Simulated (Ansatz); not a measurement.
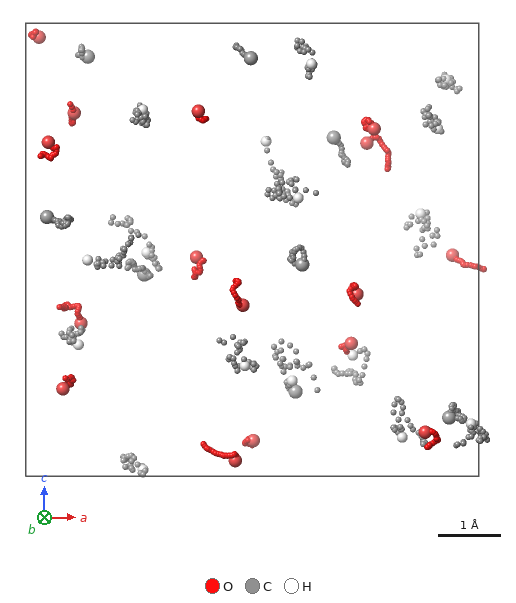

A Born-Oppenheimer molecular dynamics run of a periodic cell with 8 HCOOH at 1.516 g/cm³, 105 fs long. Dots mark each atom's position at evenly spaced times, in the colour of its element; spheres stand at the starting positions. Seen along the b axis in the simulation cell.

Level of theory: DFT PBEsol, scalar-relativistic, plane waves, PAW (Ansatz). Set-up: plane-wave cutoff 420 eV; k-point mesh 1 × 1 × 1; Fermi-Dirac smearing 0.05 eV; low-accuracy preset; Langevin thermostat (NVT); set temperature 500 K; time step 0.5 fs; friction 0.02 per fs.

How do the atoms move?

In the second half of the run the atoms are, in the root-mean-square, this far from where they began (common drift taken out): H 0.51 Å, O 0.34 Å, C 0.32 Å. The heavy atoms stay within a fraction of a molecule's size of their starting places; so short a run doesn't tell a liquid from a solid.

Limits of the set-up: the program's low-accuracy preset was used; the periodic images lie only 7.4 Å apart, so the values are limited by the cell's size.

The run took 10 min on 1 thread of Intel(R) Xeon(R) Platinum 8488C (Sapphire Rapids), with other jobs on the host, peak memory 0.5 GiB.
